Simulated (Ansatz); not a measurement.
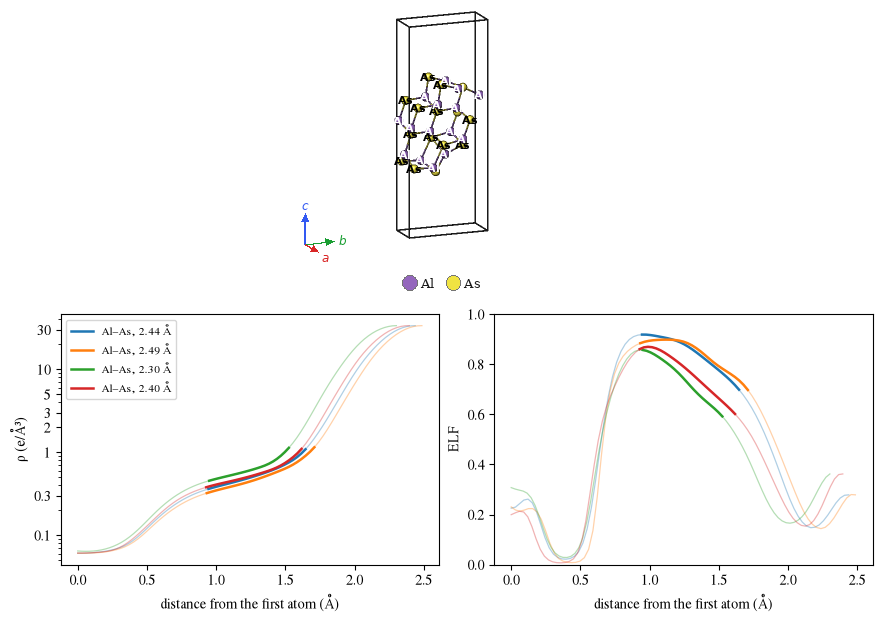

The picture shows: AlAs (slab). Valence charge density (pseudo) and ELF along straight lines between neighbouring atoms. Thin, pale parts lie inside the atomic spheres. The structure is drawn too.

The SCF solution may not be the lowest one.

Computed with Ansatz 0.2.0, DFT PBEsol, scalar-relativistic, plane waves, PAW.

Core electrons are frozen (PAW), and the valence fields are smoothed inside the atomic spheres.

Q: What can be read from the curves?

A: Al–As (2.44 Å): the density is about 0.48 e/Å³ at the midpoint; the ELF peaks at about 0.90 between the atoms.
Al–As (2.49 Å): ρ is about 0.44 e/Å³ halfway; the ELF peaks at about 0.90 between the atoms.
Al–As (2.30 Å): the density is about 0.55 e/Å³ at the midpoint; the ELF peaks at about 0.85 between the atoms.
Al–As (2.40 Å): ρ at the midpoint is about 0.49 e/Å³; the ELF peaks at about 0.85 between the atoms.
